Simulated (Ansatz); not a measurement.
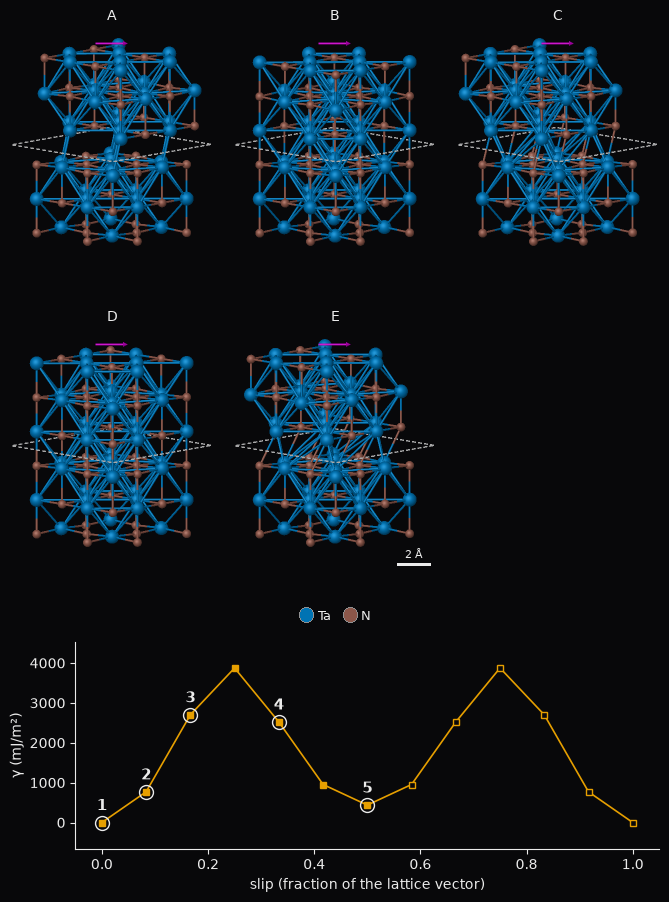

A scan of a crystal of Ta4N3 (I4/mmm): the crystal above a cut along the (0 0 1) plane of the conventional cell (between a plane of N/Ta below and one of N/Ta above, 2.04 Å apart) is slid rigidly by fractions of an in-plane lattice vector 6.16 Å long (a generalised stacking fault). One cut stands in each cell, which starts 8.5 Å high; nothing is relaxed, and the dashed outline marks the cut, the arrow on top the direction of slip. The frames are shuffled; the numbered points of the plot belong to them. Hollow markers are points alike by symmetry, not computed again. The picture is a ball-and-stick view of the layers on both sides of the cut, seen from the side, nearly along the cut plane.

All numbers below come from Ansatz 0.2.0, DFT PBEsol, scalar-relativistic, plane waves, PAW. Set-up: plane-wave cutoff 420 eV; k-point mesh 9 × 9 × 5; occupations gaussian; smearing width 0.15 eV; no spin polarisation. Energies (free energies at the smearing named) are counted from the relaxed crystal.

Q: Match the frames to the points.

A: Point 1 is frame B (the slip 0.00, 0 mJ/m²); 2 is frame C (the slip 0.083, 769 mJ/m²); 3 is frame E (the slip 0.167, 2702 mJ/m²); 4 is frame A (the slip 0.333, 2521 mJ/m²); 5 is frame D (the slip 0.50, 436 mJ/m²). The curve starts and ends at zero, since a full lattice vector restores the crystal. Its highest computed point is 3875 mJ/m² at slip 0.25 and 0.75. The local minimum at 0.50 (436 mJ/m²) is a metastable fault on this line; the lower of the two humps that part it from the perfect crystal is 3875 mJ/m² high. The path is symmetric about half-way. Relaxation across the fault would lower the values.
